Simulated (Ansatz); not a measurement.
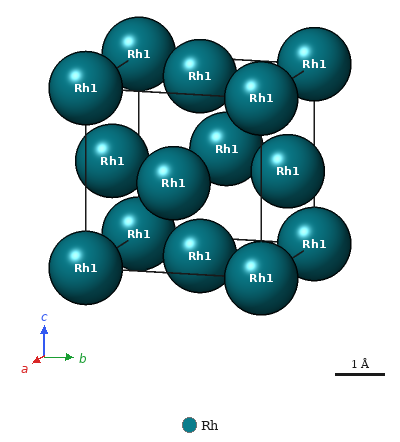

*The structure as given in the input (spheres-only view of the cell 4 times as large as that of the calculation, set on its symmetry axes, seen slightly off an axis; atoms are numbered from 1 in the order of the input).*

Band-structure calculation, with input and output: Rh

Rh (Fm-3m, 1 atom in the cell), computed with DFT, r2SCAN, PAW with Ansatz's default frozen-core files, scalar-relativistic, no spin polarisation (Ansatz 0.2.0).

The structure derives from a Materials Project entry. It belongs to a series of runs on one base structure; here: functional r2scan, PAW files. Figures and captions count atoms from 1; the log counts them from 0 in places.

## Output
```
Rh: output.efg is read without spin–orbit coupling, which moves field gradients at and beside such atoms by some per cent and up to a factor of two; PAW files take it under magnetization.noncollinear and magnetization.spin_orbit
Engine: ansatz 0.2.0, x86_64-unknown-linux-gnu
Pseudopotentials: kind: paw
Pseudopotential: Rh, paw, valence charge 17, recommended cutoff 500 eV (meta_gga), Rh.paw.azcp
Functional definition: r2SCAN
  parameter k0 = 0.174
  parameter k1 = 0.065
  parameter a1 = 4.9479
  exchange = r2scan_x(k0 = k0, k1 = k1, a1 = a1)
  correlation = r2scan_c
Crystal: 1 atoms, lattice volume = 13.783 Å³
Basis set: ecut = 500 eV, 339 PW (Γ), exchange–correlation on 80×80×80 points (64 copies of the dense FFT grid, shifted against one another)
Bands: 13, of which v1, the nominal top of the filled ones, is band 9 counted from 1 (8 counted from 0)
Symmetry: 48 space group operations
Space group: Fm-3m (ITA 225), of the structure as read, at distance tolerance 2.4e-5 Å
k-points: 195 of 5832
Non-local potential: Rh, projectors of the file, l = 0: 3, l = 1: 2, l = 2: 2, l = 3: 1
PAW form: soft (Blöchl's): semilocal exchange-correlation on the pseudo side does not see the compensation charge
PAW frozen core: Rh, regenerated for the run's functional (the file was generated under x = pbe(κ = 0.804, μ = 0.2195149727645171), c = pbe(β = 0.06672455060314922))
PAW one-centre angular grid: Rh, 590 points (default); XC on 160 Gauss nodes
Initial density: superposition of atomic densities (neutral atoms: chi_scale 0, normalization atom), corrected by the library's trained network
Initial wavefunctions: pseudopotential atomic-orbital guess
Functional: x = r2scan, c = r2scan; τ floored in thin density (d = 2e-4 eV/Å³)
SCF iter   1: F=—  HF=-6415.266284 eV  |F-HF|=—  |Δ(HF+E_count)|=         —  Δρ=1.01e-2  dr2=3.76e-3  dr2_τ=9.69e-3  ethr=1.77e-3  ⟨swp⟩=5.5  Hψ=14449  notcnv=0
preconditioner: auto → none  [metal: Δε(μ)=0.017 eV  Ē_g=14.627 eV  σ=0.050 eV  W_gap=0.08  n_scr=0 (ndim 8)  ℏωp=30.0 eV  f_vac=0.000  D(μ)=1.34/eV (n_scr^D=14)]
SCF iter   2: F=—  HF=-6415.277291 eV  |F-HF|=—  |Δ(HF+E_count)|=   1.10e-2  Δρ=5.45e-3  dr2=1.21e-3  dr2_τ=1.82e-4  ethr=2.21e-5  ⟨swp⟩=2.0  Hψ=5852  notcnv=0
SCF iter   3: F=—  HF=-6415.277648 eV  |F-HF|=—  |Δ(HF+E_count)|=   3.57e-4  Δρ=9.29e-4  dr2=1.17e-4  dr2_τ=1.28e-5  ethr=7.12e-6  ⟨swp⟩=2.4  Hψ=4244  notcnv=0
SCF iter   4: F=—  HF=-6415.277638 eV  |F-HF|=—  |Δ(HF+E_count)|=   9.27e-6  Δρ=2.93e-4  dr2=4.78e-6  dr2_τ=2.91e-6  ethr=6.89e-7  ⟨swp⟩=2.6  Hψ=3909  notcnv=0
SCF iter   5: F=—  HF=-6415.277641 eV  |F-HF|=—  |Δ(HF+E_count)|=   2.51e-6  Δρ=8.55e-5  dr2=3.65e-7  dr2_τ=7.56e-8  ethr=2.81e-8  ⟨swp⟩=2.9  Hψ=4559  notcnv=0
SCF iter   6: F=-6415.277642 eV  HF=-6415.277642 eV  |F-HF|=1.69e-9  |Δ(HF+E_count)|=   8.46e-7  Δρ=1.08e-5  dr2=3.35e-9  dr2_τ=5.69e-9  ethr=5.88e-10  ⟨swp⟩=5.4  Hψ=12001  notcnv=0
SCF 1 converged in 6 iterations: F = -6415.277642 eV  dr2 = 3.35e-9
  greatest PAW one-centre occupation: 1.000 electrons in one spin orbital (limit 2), on the Rh atom at site 0 (counted from 0), in its partial waves of l = 0
```

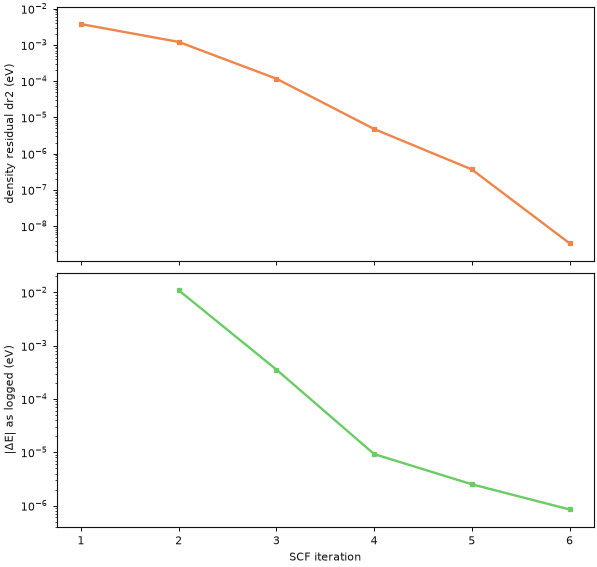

*Convergence of the self-consistent field: density residual dr2 and size of the energy change against the SCF iteration.*

The residual falls at every step.

```
NSCF: frozen V_eff on 36 k-points
SCF converged after 6 iterations
Free energy (F): -6415.277642 eV
Harris-Foulkes:  -6415.277642 eV  (|F-HF|=1.69e-9)
Internal energy: -6415.266734 eV  (E = F + TS)
E sigma→0 (E₀):  -6415.272188 eV
Entropy (-TS):   -0.010908 eV (-10.908 meV/atom)
Fermi energy:    22.136211 eV
--- Per-component energies (eV) ---
  E_band       = -103.577341
  E_kinetic    = 573.031769
  E_local      = -1567.007188  (includes V_loc(G=0)·N_el)
  E_nonlocal   = 355.312676
  E_hartree    = 551.297874
  E_xc         = -216.778162
  E_vxc        = -314.080518  (∫ρ·V_xc dr)
  E_paw        = -3604.181699  (= ΣΔE_a)
  E_vpaw       = -274.678615  (= ΣTr[D̂ρ^β])
  E_aug_tail   = 0.000703  (compensation charges beyond the density's cutoff)
  E_vtau       = 21.248611  (kinetic-family band-sum trace: ∫τ·v_τ [+ j·A + Jᵃ·Aᵃ] dr)
  E_ewald      = -2506.572748
  E_core_change = -0.369959  (= ΣΔE_core)
  E_smearing   = -0.010908  (= −TS)
  E_closure    = -0.000000  (closes the sum)
  Σ components = -6415.277642   (vs F -6415.277642, Δ=0.00e0)
--- Forces (eV/Å), atoms counted from 1 ---
  atom   1  Rh    -0.00000000     0.00000000     0.00000000
  max |Σ_I F_I| component: 1.52e-31 eV/Å
--- Stress (GPa, compression-positive) ---
       -1.298625       0.000000       0.000000
        0.000000      -1.298625       0.000000
       -0.000000       0.000000      -1.298625
  P = ⅓ Tr σ = -1.2986 GPa (-12.986 kbar)
--- PAW observables at the nuclei: V_zz in 10²¹ V/m², potentials from the cell's mean, atoms counted from 1 ---
  atom   1  Rh V_zz =    -0.000000   η = 0.0000   by run symmetry: forbidden
            electrostatic potential = -7029.182507 V   contact ρ = 789350.131050 e/Å³
--- Band table (eV; the first three rows and the last of 195) ---
  k-point 0: bands = ["-59.0055", "-25.6459", "-25.6459", "-25.6459", "14.0035", "18.9754", "18.9754", "18.9754", "21.0598", "21.0598", "38.6144", "44.2377", "44.2377"]
  k-point 1: bands = ["-59.0018", "-25.6699", "-25.6491", "-25.6491", "14.1331", "18.9180", "19.0262", "19.0262", "21.0318", "21.0318", "38.7986", "43.5696", "44.4233"]
  k-point 2: bands = ["-58.9913", "-25.7386", "-25.6584", "-25.6584", "14.5047", "18.7751", "19.1581", "19.1581", "20.9727", "20.9727", "39.2915", "42.1404", "44.9635"]
  k-point 194: bands = ["-58.8436", "-26.1901", "-26.1132", "-25.9356", "16.9028", "17.7693", "18.7258", "20.9306", "23.1747", "31.4288", "32.9854", "34.0017", "35.3918"]
```

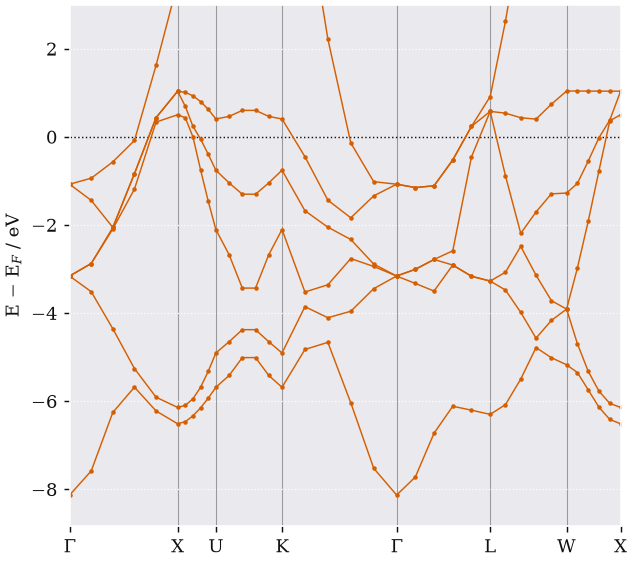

*Band structure along Γ–X–U–K–Γ–L–W–X, with energies from the Fermi level.*

Bands cross the Fermi level: a metal at this level of theory.

The run was set up as follows.

## Input
```yaml
crystal:
  lattice:
    - [0.0, 1.9029860865, 1.9029860865]
    - [1.9029860865, 0.0, 1.9029860865]
    - [1.9029860865, 1.9029860865, 0.0]
  atoms:
    - { symbol: Rh, position: [0.0, 0.0, 0.0] }
kpoints:
  mp_grid: { grid: [18, 18, 18] }
  band_path:
    path:
      - [0.0, 0.0, 0.0]
      - [0.5, 0.0, 0.5]
      - [0.625, 0.25, 0.625]
      - [0.375, 0.375, 0.75]
      - [0.0, 0.0, 0.0]
      - [0.5, 0.5, 0.5]
      - [0.5, 0.25, 0.75]
      - [0.5, 0.0, 0.5]
    npoints: 5
scf:
  occupations: { method: fermi_dirac, width: 0.05 }
hamiltonian:
  xc: r2scan
  pseudopotentials: { kind: paw }
output:
  forces: true
  stress: true
  eigenvalues: true
  efg: { contact_densities: true }
```

Run as:
```bash
ansatz run input.yaml --threads 1 --pin off --max-ram 2048MiB --backend cpu --events-out ev --progress --plain --runs-dir out
```

## Summary

- outcome: converged
- space group (tolerance 0.01 Å): Fm-3m (225)
- electrons treated: 17
- free energy: −6415.2776 eV
- Fermi energy: 22.136 eV
- pressure: −1.30 GPa
- field gradient V_zz (10²¹ V/m²): zero at all sites
- electronic character: metal
- largest force (length of the vector): under 0.001 eV/Å
- hardware: 1 thread of an x86-64 CPU, shared host
- wall time: 3.8 s
- peak memory: 0.46 GiB

## Notes

Warnings of the run: the field gradients leave out spin–orbit coupling.
